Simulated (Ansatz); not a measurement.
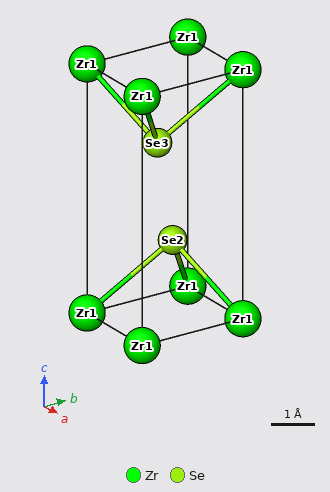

Figure 1. The structure as given in the input (ball-and-stick view of the cell of the calculation, seen slightly off an axis; atoms are numbered from 1 in the order of the input). Near neighbours in the crystal (not all of them lie inside the picture): Zr has 6 Se at 2.69 Å; Se has 3 Zr at 2.69 Å.

## Run report: ZrSe2, geometry relaxation

System: ZrSe2 (P-3m1, 3 atoms in the cell).
Method: DFT PBE+D3(BJ), scalar-relativistic, plane waves, PAW, no spin polarisation (Ansatz 0.2.0).

The structure derives from an entry of the Crystallography Open Database. Figures and captions count atoms from 1; the log counts them from 0 in places.

**The program's output**
```
Engine: ansatz 0.2.0, aarch64-unknown-linux-gnu
Pseudopotentials: kind: paw
Pseudopotential: Zr, paw, valence charge 12, recommended cutoff 420 eV (normal), Zr.paw.azcp
Pseudopotential: Se, paw, valence charge 16, recommended cutoff 420 eV (normal), Se.paw.azcp
Functional definition: PBE
  parameter kappa = 0.804
  parameter beta = 0.06672455060314922
  exchange = pbe_x(kappa = kappa, mu = beta*pi^2/3)
  correlation = pbe_c(beta = beta)
Crystal: 3 atoms, lattice volume = 72.970 Å³
Basis set: ecut = 420 eV, 1413 PW (Γ), exchange–correlation on 50×50×90 points (8 copies of the dense FFT grid, shifted against one another)
Bands: 27, of which v1, the nominal top of the filled ones, is band 22 counted from 1 (21 counted from 0)
Symmetry: 12 space group operations
Space group: P-3m1 (ITA 164), of the structure as read, at distance tolerance 4.2e-5 Å
k-points: 100 of 864
Non-local potential: Zr, projectors of the file, l = 0: 3, l = 1: 2, l = 2: 2, l = 3: 2
Non-local potential: Se, projectors of the file, l = 0: 2, l = 1: 2, l = 2: 3, l = 3: 1
PAW form: soft (Blöchl's): semilocal exchange-correlation on the pseudo side does not see the compensation charge
PAW one-centre angular grid: Zr, 590 points (default); XC on 64 Gauss nodes
PAW one-centre angular grid: Se, 590 points (default); XC on 64 Gauss nodes
Initial density: superposition of atomic densities (neutral atoms: chi_scale 0, normalization atom), corrected by the library's trained network
Initial wavefunctions: pseudopotential atomic-orbital guess
Functional: x = pbe(κ = 0.804, μ = 0.2195149727645171), c = pbe(β = 0.06672455060314922)
SCF iter   1: F=—  HF=-15127.218616 eV  |F-HF|=—  |Δ(HF+E_count)|=         —  Δρ=1.23e-3  dr2=1.64e-3  ethr=1.77e-3  ⟨swp⟩=5.2  Hψ=10549  notcnv=0
preconditioner: auto → Kerker (q_TF=auto, 2.508 Å⁻¹)  [metal: Δε(μ)=0.039 eV  Ē_g=8.004 eV  σ=0.100 eV  W_gap=0.21  n_scr=22 (ndim 8)  ℏωp=17.4 eV  f_vac=0.031  D(μ)=0.15/eV (n_scr^D=0)]
SCF iter   2: F=—  HF=-15127.218625 eV  |F-HF|=—  |Δ(HF+E_count)|=   9.78e-6  Δρ=6.84e-4  dr2=3.24e-4  ethr=3.72e-6  ⟨swp⟩=2.0  Hψ=4661  notcnv=0
SCF iter   3: F=—  HF=-15127.218762 eV  |F-HF|=—  |Δ(HF+E_count)|=   1.37e-4  Δρ=2.17e-4  dr2=7.10e-5  ethr=7.37e-7  ⟨swp⟩=2.5  Hψ=4675  notcnv=0
SCF iter   4: F=—  HF=-15127.218764 eV  |F-HF|=—  |Δ(HF+E_count)|=   1.78e-6  Δρ=9.27e-5  dr2=1.63e-5  ethr=1.61e-7  ⟨swp⟩=3.0  Hψ=4940  notcnv=0
SCF iter   5: F=—  HF=-15127.218765 eV  |F-HF|=—  |Δ(HF+E_count)|=   8.87e-7  Δρ=3.51e-5  dr2=2.93e-6  ethr=3.70e-8  ⟨swp⟩=2.0  Hψ=3216  notcnv=0
SCF iter   6: F=—  HF=-15127.218765 eV  |F-HF|=—  |Δ(HF+E_count)|=   3.95e-7  Δρ=1.17e-5  dr2=2.50e-7  ethr=6.66e-9  ⟨swp⟩=2.0  Hψ=3222  notcnv=0
SCF iter   7: F=-15127.218765 eV  HF=-15127.218765 eV  |F-HF|=4.10e-9  |Δ(HF+E_count)|=   8.37e-8  Δρ=3.29e-6  dr2=1.66e-8  ethr=2.27e-10  ⟨swp⟩=6.5  Hψ=10487  notcnv=0
SCF 1 converged in 7 iterations: F = -15127.218765 eV  dr2 = 1.66e-8
  greatest PAW one-centre occupation: 1.000 electrons in one spin orbital (limit 2), on the Se atom at site 2 (counted from 0), in its partial waves of l = 2
relax step   1: F+E_penalty+E_count = -15127.21876525 eV  Δ(F+E_penalty+E_count) = +0.000e0 eV  max|allowed force component| = 6.637e-3 eV/Å  Δτ_max = 0.0000 Å  P = -0.059 GPa  Ω = 72.970 Å³  (7 SCF iters, dr2 threshold 1.00e-7 eV, accepted)
Initial density: handed on by an earlier stage of this run
Initial wavefunctions: pseudopotential atomic-orbital guess (no wavefunctions were taken with the density)
iter 1 solved again at ethr=6.17e-8 eV; its pass at ethr=3.10e-3 eV (dr2=2.71e-5 eV) is discarded
SCF iter   1: F=—  HF=-15127.218768 eV  |F-HF|=—  |Δ(HF+E_count)|=         —  Δρ=3.28e-6  dr2=1.82e-8  ethr=6.17e-8  ⟨swp⟩=3.1  Hψ=17883  notcnv=0
preconditioner: auto → Kerker (q_TF=auto, 2.508 Å⁻¹)  [metal: Δε(μ)=0.024 eV  Ē_g=7.991 eV  σ=0.100 eV  W_gap=0.13  n_scr=22 (ndim 8)  ℏωp=17.4 eV  f_vac=0.031  D(μ)=0.17/eV (n_scr^D=0)]
SCF iter   2: F=—  HF=-15127.218765 eV  |F-HF|=—  |Δ(HF+E_count)|=   2.37e-6  Δρ=2.50e-6  dr2=1.07e-8  ethr=4.13e-11  ⟨swp⟩=2.5  Hψ=3703  notcnv=0
SCF iter   3: F=—  HF=-15127.218765 eV  |F-HF|=—  |Δ(HF+E_count)|=   5.03e-9  Δρ=9.39e-7  dr2=1.87e-9  ethr=2.43e-11  ⟨swp⟩=2.0  Hψ=3376  notcnv=0
SCF iter   4: F=—  HF=-15127.218765 eV  |F-HF|=—  |Δ(HF+E_count)|=  1.56e-10  Δρ=5.88e-7  dr2=5.22e-10  ethr=4.25e-12  ⟨swp⟩=2.0  Hψ=4775  notcnv=0
SCF iter   5: F=-15127.218765 eV  HF=-15127.218765 eV  |F-HF|=3.09e-11  |Δ(HF+E_count)|=  2.18e-10  Δρ=2.38e-7  dr2=5.55e-11  ethr=1.00e-12  ⟨swp⟩=3.0  Hψ=10080  notcnv=0
SCF 2 converged in 5 iterations: F = -15127.218765 eV  dr2 = 5.55e-11
relax step   2: F+E_penalty+E_count = -15127.21876525 eV  Δ(F+E_penalty+E_count) = -4.778e-9 eV  max|allowed force component| = 6.593e-3 eV/Å  Δτ_max = 0.0000 Å  P = -0.060 GPa  Ω = 72.970 Å³  stress off target by 7.80e-2 GPa  SCF on the basis re-selected at this cell (its energy is not comparable with the rows above)  (5 SCF iters)
```

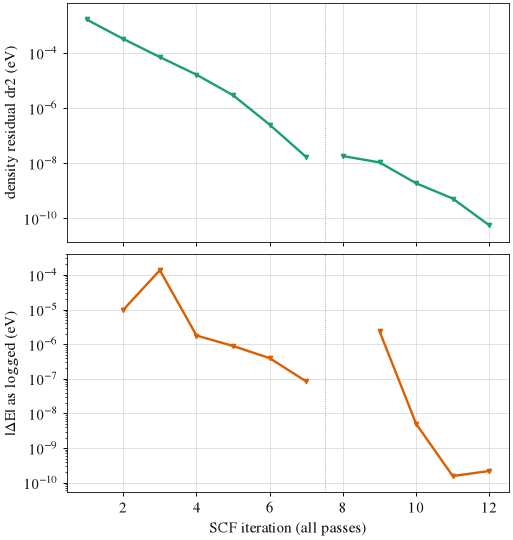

Figure 2. Convergence of the self-consistent field: density residual dr2 and size of the energy change against the SCF iteration. The dotted lines part the SCF passes of the relaxation: geometry steps, rejected trials and re-solves on a re-selected basis. The passes take 7 and 5 iterations.

```
basis re-selected at this cell: Δ(F+E_penalty+E_count) = -4.778e-9 eV, ΔP = -0.000 GPa vs the last step (what re-selecting the basis moved, of the pressure what is left beyond the Pulay correction that the steps carried, after the strain that the cell walked since its last selection, with what the two solves' SCF thresholds leave and, on support functions, any second-order correction that the steps lacked; it is no measure of the basis error at this ecutwfc). This SCF's stress stands 7.80e-2 GPa from its target on what of the cell is left free (relax.cell.stress_tol is 1.00e-1 GPa) and its largest allowed force component is 6.59e-3 eV/Å (relax.f_tol is 2.00e-2 eV/Å): within both
SCF converged after 5 iterations
Free energy (F): -15127.218765 eV
Harris-Foulkes:  -15127.218765 eV  (|F-HF|=3.09e-11)
Internal energy: -15127.217919 eV  (E = F + TS)
E sigma→0 (E₀):  -15127.218342 eV
Entropy (-TS):   -0.000846 eV (-0.282 meV/atom)
Fermi energy:    9.748537 eV
--- Per-component energies (eV) ---
  E_band       = -861.258986
  E_kinetic    = 571.231181
  E_local      = -5592.265533  (includes V_loc(G=0)·N_el)
  E_nonlocal   = -1113.912617
  E_hartree    = 2651.702070
  E_xc         = -371.645761
  E_vxc        = -389.295331  (∫ρ·V_xc dr)
  E_paw        = -6775.344295  (= ΣΔE_a)
  E_vpaw       = 359.580094  (= ΣTr[D̂ρ^β])
  E_aug_tail   = -0.001160  (compensation charges beyond the density's cutoff)
  E_ewald      = -4495.764553
  E_disp       = -1.217251  (pairwise vdW)
  E_smearing   = -0.000846  (= −TS)
  E_closure    = 0.000000  (closes the sum)
  Σ components = -15127.218765   (vs F -15127.218765, Δ=0.00e0)
--- Forces (eV/Å), atoms counted from 1 ---
  atom   1  Zr     0.00000000     0.00000000    -0.00000000
  atom   2  Se    -0.00000000     0.00000000    -0.00659317
  atom   3  Se     0.00000000    -0.00000000     0.00659317
  max |Σ_I F_I| component: 4.63e-18 eV/Å
--- Stress (GPa, compression-positive) ---
       -0.050314      -0.000000      -0.000000
       -0.000000      -0.050314      -0.000000
       -0.000000      -0.000000      -0.078024
  P = ⅓ Tr σ = -0.0596 GPa (-0.596 kbar)
--- Band table (eV; the first three rows and the last of 100) ---
  k-point 0: bands = ["-39.8122", "-37.3870", "-37.3870", "-37.3863", "-37.3863", "-37.3835", "-37.3833", "-37.3756", "-37.3756", "-37.3755", "-37.3755", "-17.8706", "-17.7506", "-17.7506", "-3.8127", "-2.4115", "4.6024", "6.9977", "6.9977", "9.6446", "9.6446", "9.7471", "10.7006", "10.7006", "10.9799", "13.7102", "13.7102"]
  k-point 1: bands = ["-39.8122", "-37.3870", "-37.3870", "-37.3863", "-37.3863", "-37.3835", "-37.3833", "-37.3756", "-37.3756", "-37.3755", "-37.3755", "-17.8707", "-17.7506", "-17.7506", "-3.7426", "-2.5239", "4.8412", "7.0168", "7.0168", "9.0735", "9.5743", "9.5743", "10.6908", "10.6908", "11.2433", "13.8459", "13.8459"]
  k-point 2: bands = ["-39.8122", "-37.3870", "-37.3870", "-37.3863", "-37.3863", "-37.3835", "-37.3833", "-37.3757", "-37.3757", "-37.3755", "-37.3755", "-17.8710", "-17.7506", "-17.7506", "-3.5505", "-2.7970", "5.4747", "7.0570", "7.0570", "7.9428", "9.4392", "9.4392", "10.6704", "10.6704", "11.4391", "14.1287", "14.1287"]
  k-point 99: bands = ["-39.7983", "-37.3872", "-37.3869", "-37.3869", "-37.3834", "-37.3829", "-37.3829", "-37.3752", "-37.3751", "-37.3751", "-37.3748", "-17.8961", "-17.8961", "-17.8120", "-2.4852", "-2.4852", "5.7233", "5.7233", "6.2614", "6.9463", "7.5281", "7.5281", "11.5415", "11.6974", "11.6974", "14.6839", "14.6839"]
--- Relaxed structure (1 steps of the walk, 1 accepted, 1 SCFs on fresh bases) ---
  F+E_penalty+E_count = -15127.21876525 eV   max|allowed force component| = 6.593e-3 eV/Å   (the final SCF, on the basis selected at the relaxed cell)
  cell:  # Å, volume = 72.9703 Å³
    - [3.7361213069024726, 2.8867522851692993e-11, 0.0]
    - [-1.8680606534762363, 3.235575963383425, 0.0]
    - [0.0, 0.0, 6.0363398387]
  atoms:
    - { symbol: Zr, position: [0.0, 0.0, 0.0] }
    - { symbol: Se, position: [0.3333333333333334, 0.6666666666666667, 0.26489711530000004] }
    - { symbol: Se, position: [0.6666666666666666, 0.33333333333333337, 0.7351028847000001] }
```

**Trajectory as extended XYZ (Å, eV, eV/Å), 2 frames, from step=1 to step=2**
```
3
Lattice="3.7361 0.0000 0.0000 -1.8681 3.2356 0.0000 0.0000 0.0000 6.0363" Properties=species:S:1:pos:R:3:forces:R:3 step=1 energy=-15127.21876 pressure_GPa=-0.06
Zr    0.0000    0.0000    0.0000    0.0000   0.0000   0.0000
Se    0.0000    2.1571    1.5990    0.0000   0.0000  -0.0066
Se    1.8681    1.0785    4.4373    0.0000   0.0000   0.0066
3
Lattice="3.7361 0.0000 0.0000 -1.8681 3.2356 0.0000 0.0000 0.0000 6.0363" Properties=species:S:1:pos:R:3:forces:R:3 step=2 energy=-15127.21876 pressure_GPa=-0.06
Zr    0.0000    0.0000    0.0000    0.0000   0.0000   0.0000
Se    0.0000    2.1571    1.5990    0.0000   0.0000  -0.0066
Se    1.8681    1.0785    4.4373    0.0000   0.0000   0.0066
```

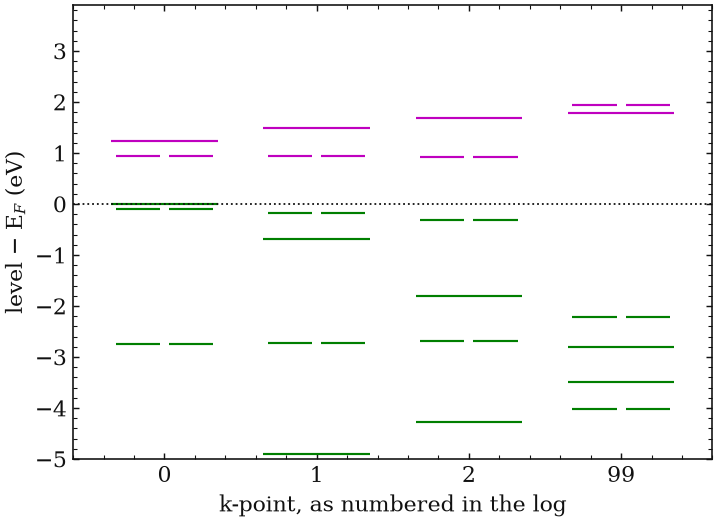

Figure 3. Kohn–Sham levels near the Fermi level (dotted) at the few k-points that the log prints; levels within 0.02 eV of each other stand side by side. Among these points the highest filled and lowest empty levels are 0.92 eV apart; the gap on the full mesh, 0.02 eV, has an edge at a point that isn't printed.

This output came from the following input.

**Input**
```yaml
crystal:
  lattice:
    - [3.7361213069, 0.0, 0.0]
    - [-1.8680606535, 3.2355759634, 0.0]
    - [0.0, 0.0, 6.0363398387]
  atoms:
    - { symbol: Zr, position: [0.0, 0.0, 0.0] }
    - { symbol: Se, position: [0.3333333333, 0.6666666667, 0.2648971153] }
    - { symbol: Se, position: [0.6666666667, 0.3333333333, 0.7351028847] }
basis:
  ecutwfc: 420
kpoints:
  mp_grid: { grid: [12, 12, 6] }
hamiltonian:
  xc: pbe
  dispersion: d3bj
scf:
  occupations: { method: gaussian, width: 0.1 }
output:
  forces: true
  stress: true
  eigenvalues: true
relax:
  adjacent_minimum: "off"
  f_tol: 0.02
  max_steps: 70
  cell: { stress_tol: 0.1 }
```

Launched with:
```bash
ansatz run input.yaml --threads 2 --pin off --max-ram 5120MiB --backend cpu --events-out ev --progress --plain --runs-dir out
```

**Key numbers**

```tsv
quantity	value
outcome	converged
space group (tolerance 0.01 Å)	P-3m1 (164)
electrons treated	44
free energy	−15127.2188 eV
Fermi energy	9.749 eV
gap on the k-point mesh	0.02 eV
pressure	−0.06 GPa
final volume	72.97 Å³
largest force (length of the vector) at the end	0.007 eV/Å
final cell	a = 3.736 Å, b = 3.736 Å, c = 6.036 Å, α = 90.00°, β = 90.00°, γ = 120.00°
hardware	2 threads of Arm Neoverse V2, 24 GiB of memory available, shared host
wall time	8.8 s (CPU time 17 s)
peak memory	0.47 GiB
```
